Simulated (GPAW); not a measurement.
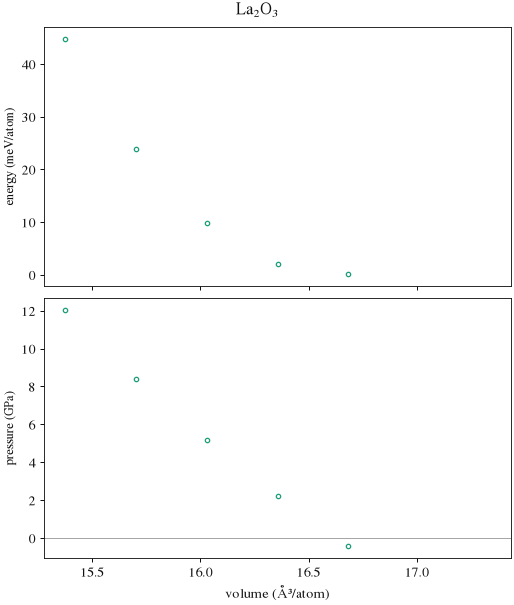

The picture above shows the energy and pressure against volume for La₂O₃, space group P-3m1 (No. 164).

Cell as given: a = 3.931 Å, b = 3.931 Å, c = 6.112 Å, α = 90.00°, β = 90.00°, γ = 120.00°; 5 atoms.

Method: PAW DFT in plane waves, on a grid or in atomic orbitals, no spin polarisation; energies at scaled volumes of the given cell, shape and fractions fixed, counted from the fit's minimum, third-order Birch-Murnaghan fit (GPAW 26.7.0). Level: PBE.

- k mesh: 5×5×3
- occupations: Fermi–Dirac
- smearing width: 0.05 eV
- potentials: GPAW PAW data sets (gpaw data 1.2.1)
- wave cutoff: 800 eV
- program settings: basis pw

The points at volume 17.01 Å³/atom and 17.34 Å³/atom are left out of the plot. What values does the calculation give there?

```csv
volume (Å³/atom),energy (meV/atom),pressure (GPa)
17.01,3.15,-2.79
17.34,10.87,-4.93
```

Note: compensation charges of f shells cut short; shape and atomic fractions are frozen while scaling, which makes layered, chain and framework solids too stiff.
